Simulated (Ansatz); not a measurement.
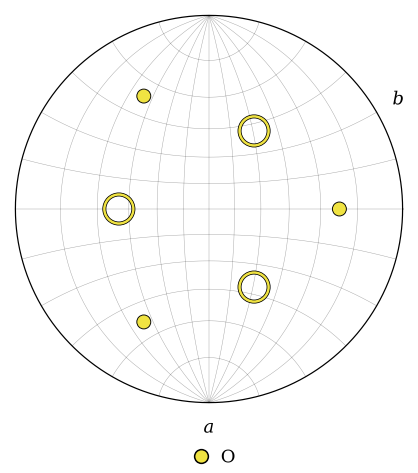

For Al2O3, the input geometry of an electronic-structure calculation (not necessarily at equilibrium): directions from one aluminium atom at (0, 0, 0.150) to its bonded neighbours, in stereographic projection down c (filled: above the plane of the page or in it, open: below). The drawing is computed from the coordinates (standard cell, symmetry found to 0.002 Å).

Neighbours are counted up to 2.28 Å for O.

```yaml
crystal:
  lattice:
    - [2.88432, 0.00000, 0.00000]
    - [-1.44216, 2.49790, 0.00000]
    - [0.00000, 0.00000, 9.33675]
  atoms:
    - { symbol: Al, position: [0.00000, 0.00000, 0.14999] }
    - { symbol: Al, position: [0.00000, 0.00000, 0.85001] }
    - { symbol: O, position: [0.33333, 0.66667, 0.22232] }
    - { symbol: O, position: [0.66667, 0.33333, 0.00000] }
    - { symbol: O, position: [0.33333, 0.66667, 0.77768] }
```

**How many neighbours are there, and at what angles?**

6: 3 O at 1.80 Å, 3 O at 2.18 Å. Angles between bonds: 83° (3×), 84° (6×), 107° (3×), 162° (3×).

**What is the site's symmetry in the crystal?**

Point group 3m (C3v), order 6: one threefold axis, three mirror planes. In P-6m2 (No. 187) this is Wyckoff position 2g.
